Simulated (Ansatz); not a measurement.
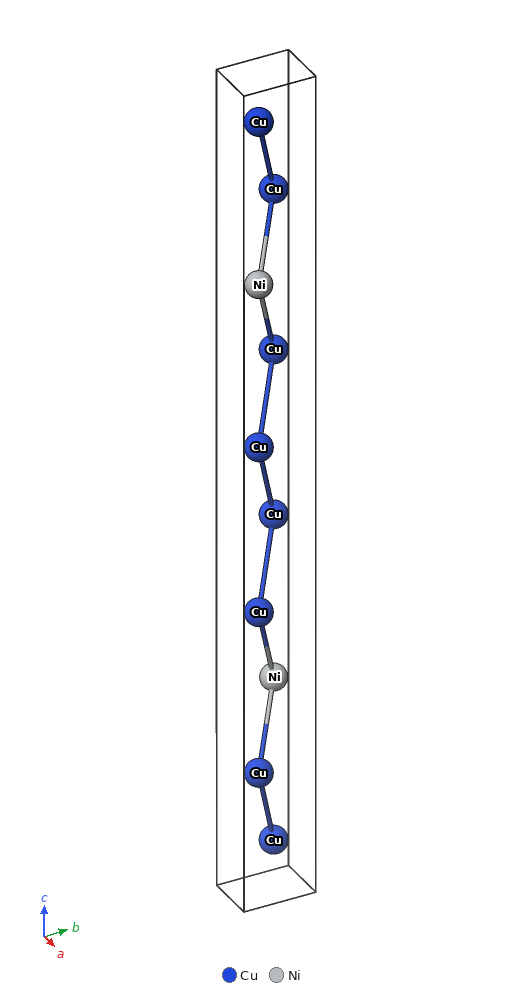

Shown here is a ball-and-stick view of the crystal, taken slightly off an axis. Atoms at the boundary of the conventional unit cell (the box) are drawn once for each face, edge or corner they touch. Cell: a = 2.54 Å, b = 2.54 Å, c = 20.97 Å, α = 90.00°, β = 90.00°, γ = 120.00°.

The initial geometry was a structure type filled with these elements by a generator (whether the compound takes this form wasn't checked). Earlier steps of the study may have refined or changed the cell and positions. It went into a calculation with Ansatz.

Question: Summary of the structure:

Answer: It has the composition Cu$_{4}$Ni. The structure has P6_3/mmc (No. 194) symmetry and a primitive hexagonal lattice. Atoms per cell: 10 (8 Cu, 2 Ni). About every Ni there are six Cu and six Ni in an anticuboctahedral arrangement (about 2.5 Å to Cu, 2.5 Å to Ni). Cu takes two kinds of site: 4f with twelve Cu in an anticuboctahedral arrangement at about 2.5 Å; 4f with nine Cu and three Ni in an anticuboctahedral arrangement (about 2.6 Å to Cu, 2.5 Å to Ni). The bonds build a three-dimensional framework.

The numbers come from DFT PBE, scalar-relativistic, plane waves, PAW in Ansatz, using a cutoff energy of 420 eV, k-points on an 18×18×2 grid, Gaussian smearing of 0.1 eV, no spin polarisation (a spin-restricted run, not always the ground state).

Question: Does it come out as a metal, or with a gap?

Answer: A metal: bands cross the Fermi level.

Question: What does a Bader analysis give?

Answer: Cu +0.01 e; Ni -0.05 e.

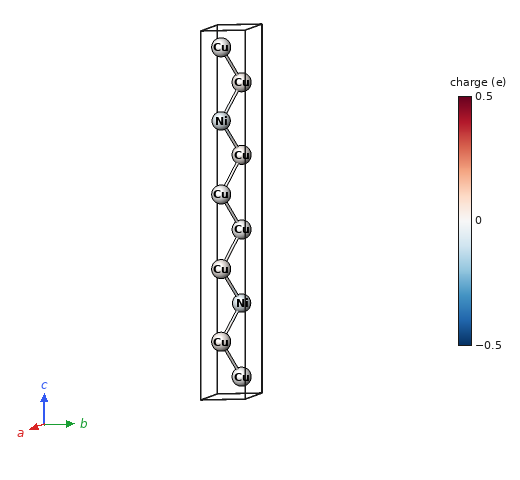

The atoms coloured by those charges. The run's cell of 10 atoms is drawn.

Question: Are forces and stress small enough to call this relaxed?

Answer: Yes. All forces vanish to within 0.01 eV/Å. The pressure is 0.0 GPa, close to zero.
